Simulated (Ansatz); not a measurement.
# Single-point calculation, with input and output: WSe$_{2}$

- system: WSe$_{2}$ (P6₃/mmc, 6 atoms in the cell)
- method: DFT PBE+D3(BJ), scalar-relativistic, plane waves, PAW, no spin polarisation (Ansatz 0.2.0)

The structure derives from an entry of the Crystallography Open Database. Figures and captions count atoms from 1; the log counts them from 0 in places.

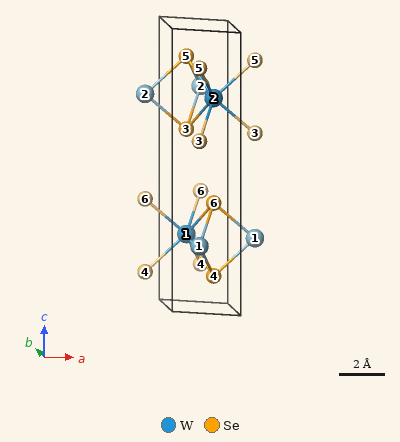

The structure (ball-and-stick view of the cell of the calculation, seen slightly off an axis; neighbours outside the cell are drawn fainter; atoms are numbered from 1 in the order of the input). An atom can appear more than once, as a periodic image. Near neighbours in the periodic cell (some may lie outside the picture): W has 6 Se at 2.53 Å; Se has 3 W at 2.53 Å.

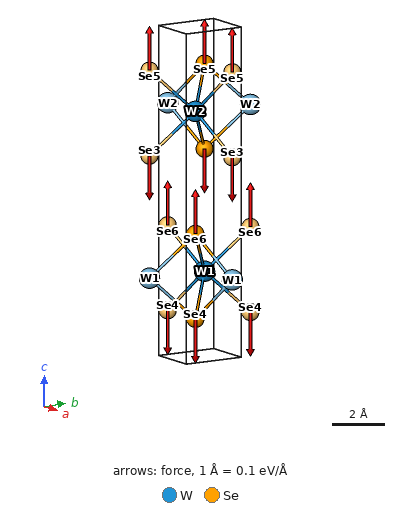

Forces on the atoms as red arrows (ball-and-stick view of the cell of the calculation, seen slightly off an axis; neighbours outside the cell are drawn fainter; atoms are numbered from 1 in the order of the input). The largest act on all 4 Se atoms (0.18 eV/Å). The geometry is not a stationary point of this energy.

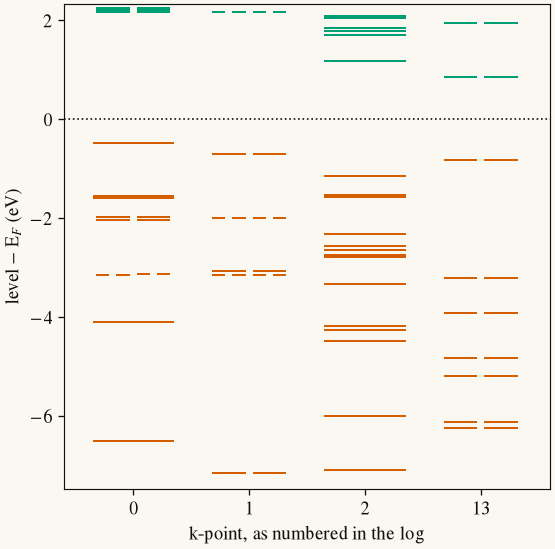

Kohn–Sham levels near the Fermi level (dotted) at the few k-points that the log prints; levels within 0.02 eV of each other stand side by side. Among these points the highest filled and lowest empty levels are 1.33 eV apart; the gap on the full mesh, 0.98 eV, has an edge at a point that isn't printed.

The input and output of the run follow.

The input:
```yaml
crystal:
  lattice:
    - [3.2899984505, 0.0, 0.0]
    - [-1.6449992252, 2.8492222365, 0.0]
    - [0.0, 0.0, 12.97]
  atoms:
    - { symbol: W, position: [0.3333333333, 0.6666666667, 0.25] }
    - { symbol: W, position: [0.6666666667, 0.3333333333, 0.75] }
    - { symbol: Se, position: [0.3333333333, 0.6666666667, 0.621] }
    - { symbol: Se, position: [0.6666666667, 0.3333333333, 0.121] }
    - { symbol: Se, position: [0.3333333333, 0.6666666667, 0.879] }
    - { symbol: Se, position: [0.6666666667, 0.3333333333, 0.379] }
basis:
  ecutwfc: 420
kpoints:
  mp_grid: { grid: [6, 6, 2] }
hamiltonian:
  xc: pbe
  dispersion: d3bj
scf:
  occupations: { method: gaussian, width: 0.1 }
output:
  forces: true
  stress: true
  eigenvalues: true
```

Launched with:
```bash
ansatz run input.yaml --threads 4 --pin off --max-ram 10240MiB --backend cpu --events-out ev --progress --plain --runs-dir out
```

Log:
```
Engine: ansatz 0.2.0, aarch64-unknown-linux-gnu
Pseudopotentials: kind: paw
Pseudopotential: W, paw, valence charge 14, recommended cutoff 420 eV (normal), W.paw.azcp
Pseudopotential: Se, paw, valence charge 16, recommended cutoff 420 eV (normal), Se.paw.azcp
Functional definition: PBE
  parameter kappa = 0.804
  parameter beta = 0.06672455060314922
  exchange = pbe_x(kappa = kappa, mu = beta*pi^2/3)
  correlation = pbe_c(beta = beta)
Crystal: 6 atoms, lattice volume = 121.580 Å³
Basis set: ecut = 420 eV, 2419 PW (Γ), exchange–correlation on 48×48×180 points (8 copies of the dense FFT grid, shifted against one another)
Bands: 56, of which v1, the nominal top of the filled ones, is band 46 counted from 1 (45 counted from 0)
Symmetry: 24 space group operations
Space group: P63/mmc (ITA 194), of the structure as read, at distance tolerance 5.0e-5 Å
k-points: 14 of 72
Non-local potential: W, projectors of the file, l = 0: 3, l = 1: 2, l = 2: 2, l = 3: 1
Non-local potential: Se, projectors of the file, l = 0: 2, l = 1: 2, l = 2: 3, l = 3: 1
PAW form: soft (Blöchl's): semilocal exchange-correlation on the pseudo side does not see the compensation charge
PAW one-centre angular grid: W, 590 points (default); XC on 64 Gauss nodes
PAW one-centre angular grid: Se, 590 points (default); XC on 64 Gauss nodes
Initial density: superposition of atomic densities (neutral atoms: chi_scale 0, normalization atom), corrected by the library's trained network
Initial wavefunctions: pseudopotential atomic-orbital guess
Functional: x = pbe(κ = 0.804, μ = 0.2195149727645171), c = pbe(β = 0.06672455060314922)
SCF iter   1: F=—  HF=-42651.984909 eV  |F-HF|=—  |Δ(HF+E_count)|=         —  Δρ=4.34e-3  dr2=5.55e-3  ethr=1.77e-3  ⟨swp⟩=5.8  Hψ=2791  notcnv=0
preconditioner: auto → Resta (q_TF=auto, 2.604 Å⁻¹)  ε∞=6.0  [insulator: Δε(μ)=0.971 eV  Ē_g=8.994 eV  σ=0.100 eV  W_gap=1.00  n_scr=40 (ndim 8)  ℏωp=20.2 eV  f_vac=0.044  D(μ)=0.00/eV (n_scr^D=0)  ε∞_Penn≈6.0]
SCF iter   2: F=—  HF=-42651.993629 eV  |F-HF|=—  |Δ(HF+E_count)|=   8.72e-3  Δρ=2.52e-3  dr2=1.83e-3  ethr=6.03e-6  ⟨swp⟩=2.0  Hψ=1327  notcnv=0
SCF iter   3: F=—  HF=-42651.997931 eV  |F-HF|=—  |Δ(HF+E_count)|=   4.30e-3  Δρ=4.38e-4  dr2=5.54e-4  ethr=1.99e-6  ⟨swp⟩=2.0  Hψ=1038  notcnv=0
automatic band count: iteration 3 solves 54 bands in place of 56: the levels show a gap, and the empty bands left out lie too high to hold charge; the band table lists the bands solved (type scf.n_extra_bands for more)
SCF iter   4: F=—  HF=-42651.997871 eV  |F-HF|=—  |Δ(HF+E_count)|=   6.00e-5  Δρ=8.99e-5  dr2=5.65e-6  ethr=6.02e-7  ⟨swp⟩=2.8  Hψ=1349  notcnv=0
SCF iter   5: F=—  HF=-42651.997849 eV  |F-HF|=—  |Δ(HF+E_count)|=   2.21e-5  Δρ=3.54e-5  dr2=7.68e-7  ethr=6.14e-9  ⟨swp⟩=2.1  Hψ=1098  notcnv=0
SCF iter   6: F=-42651.997851 eV  HF=-42651.997851 eV  |F-HF|=3.57e-8  |Δ(HF+E_count)|=   2.31e-6  Δρ=5.68e-6  dr2=5.36e-8  ethr=1.09e-10  ⟨swp⟩=4.7  Hψ=3204  notcnv=0
SCF 1 converged in 6 iterations: F = -42651.997851 eV  dr2 = 5.36e-8
  greatest PAW one-centre occupation: 1.000 electrons in one spin orbital (limit 2), on the Se atom at site 4 (counted from 0), in its partial waves of l = 2
SCF converged after 6 iterations
Free energy (F): -42651.997851 eV
Harris-Foulkes:  -42651.997851 eV  (|F-HF|=3.57e-8)
Internal energy: -42651.997851 eV  (E = F + TS)
E sigma→0 (E₀):  -42651.997851 eV
Fermi energy:    13.435865 eV
--- Per-component energies (eV) ---
  E_band       = -1683.216377
  E_kinetic    = 1379.684424
  E_local      = -11426.427257  (includes V_loc(G=0)·N_el)
  E_nonlocal   = -2379.711297
  E_hartree    = 5496.537885
  E_xc         = -953.323911
  E_vxc        = -873.934526  (∫ρ·V_xc dr)
  E_paw        = -24771.115322  (= ΣΔE_a)
  E_vpaw       = 624.109545  (= ΣTr[D̂ρ^β])
  E_aug_tail   = -0.002475  (compensation charges beyond the density's cutoff)
  E_ewald      = -9994.848148
  E_disp       = -2.791751  (pairwise vdW)
  E_smearing   = -0.000000  (= −TS)
  E_closure    = -0.000000  (closes the sum)
  Σ components = -42651.997851   (vs F -42651.997851, Δ=0.00e0)
--- Forces (eV/Å), atoms counted from 1 ---
  atom   1  W     -0.00000000    -0.00000000     0.00000000
  atom   2  W      0.00000000    -0.00000000    -0.00000000
  atom   3  Se    -0.00000000    -0.00000000    -0.17676710
  atom   4  Se     0.00000000     0.00000000    -0.17676710
  atom   5  Se     0.00000000    -0.00000000     0.17676710
  atom   6  Se     0.00000000     0.00000000     0.17676710
  max |Σ_I F_I| component: 2.78e-17 eV/Å
--- Stress (GPa, compression-positive) ---
       -0.381700       0.000000       0.000000
        0.000000      -0.381700       0.000000
        0.000000       0.000000       0.505885
  P = ⅓ Tr σ = -0.0858 GPa (-0.858 kbar)
--- Band table (eV; the first three rows and the last of 14) ---
  k-point 0: bands = ["-61.2916", "-61.2916", "-34.8936", "-34.8936", "-34.8936", "-34.8936", "-34.8930", "-34.8930", "-34.8930", "-34.8930", "-34.8646", "-34.8646", "-34.8644", "-34.8644", "-34.8635", "-34.8635", "-34.8632", "-34.8632", "-34.8527", "-34.8524", "-34.8506", "-34.8503", "-25.5829", "-25.5829", "-25.4487", "-25.4487", "-25.4487", "-25.4487", "-2.3272", "-2.0765", "-1.1503", "-0.7305", "5.8229", "6.9273", "9.3366", "10.2840", "10.2840", "10.3014", "10.3014", "11.4018", "11.4018", "11.4570", "11.4570", "11.8526", "11.8900", "12.9570", "15.5966", "15.5966", "15.6471", "15.6471", "15.6882", "15.6882", "15.8974", "15.8974"]
  k-point 1: bands = ["-61.2916", "-61.2916", "-34.8936", "-34.8936", "-34.8936", "-34.8936", "-34.8930", "-34.8930", "-34.8930", "-34.8930", "-34.8645", "-34.8645", "-34.8645", "-34.8645", "-34.8633", "-34.8633", "-34.8633", "-34.8633", "-34.8526", "-34.8526", "-34.8504", "-34.8504", "-25.5829", "-25.5829", "-25.4487", "-25.4487", "-25.4487", "-25.4487", "-2.2202", "-2.2202", "-0.9247", "-0.9247", "6.2832", "6.2832", "10.2926", "10.2926", "10.2926", "10.2926", "10.3620", "10.3620", "11.4294", "11.4294", "11.4294", "11.4294", "12.7405", "12.7405", "15.6022", "15.6022", "15.6022", "15.6022", "15.8120", "15.8120", "15.8120", "15.8120"]
  k-point 2: bands = ["-61.2890", "-61.2890", "-34.8934", "-34.8934", "-34.8933", "-34.8932", "-34.8925", "-34.8924", "-34.8920", "-34.8919", "-34.8649", "-34.8648", "-34.8646", "-34.8645", "-34.8641", "-34.8639", "-34.8636", "-34.8633", "-34.8522", "-34.8519", "-34.8500", "-34.8497", "-25.5706", "-25.5706", "-25.5080", "-25.5080", "-25.4625", "-25.4625", "-1.9193", "-1.6734", "-0.9250", "-0.5472", "6.3378", "7.4266", "8.9595", "9.1804", "9.2463", "10.1135", "10.6523", "10.6983", "10.7951", "10.8700", "11.1115", "11.8714", "11.9044", "12.2882", "14.6110", "15.1432", "15.2162", "15.2869", "15.4835", "15.5297", "16.1140", "16.3103"]
  k-point 13: bands = ["-61.2800", "-61.2800", "-34.8919", "-34.8919", "-34.8906", "-34.8906", "-34.8905", "-34.8905", "-34.8903", "-34.8903", "-34.8664", "-34.8664", "-34.8655", "-34.8655", "-34.8645", "-34.8645", "-34.8644", "-34.8644", "-34.8504", "-34.8504", "-34.8479", "-34.8479", "-25.6248", "-25.6248", "-25.5979", "-25.5979", "-25.5276", "-25.5276", "0.1044", "0.1044", "0.2083", "0.2083", "7.1977", "7.1977", "7.3094", "7.3094", "8.2422", "8.2422", "8.6138", "8.6138", "9.5262", "9.5262", "10.2227", "10.2227", "12.6188", "12.6188", "14.2841", "14.2841", "15.3888", "15.3888", "16.1580", "16.1580", "17.3347", "17.3347"]
```

Key numbers:

| quantity | value |
| --- | --- |
| outcome | converged |
| space group (tolerance 0.01 Å) | P6₃/mmc (194) |
| electrons treated | 92 |
| free energy | −42651.9979 eV |
| Fermi energy | 13.436 eV |
| gap on the k-point mesh | 0.98 eV |
| pressure | −0.09 GPa |
| largest force (length of the vector) | 0.177 eV/Å |
| hardware | 4 threads of Arm Neoverse V1, 24 GiB of memory available, shared host |
| wall time | 1.5 s (CPU time 5.3 s) |
| peak memory | 0.5 GiB |

Remarks:

Spin–orbit coupling is left out, which matters for W.
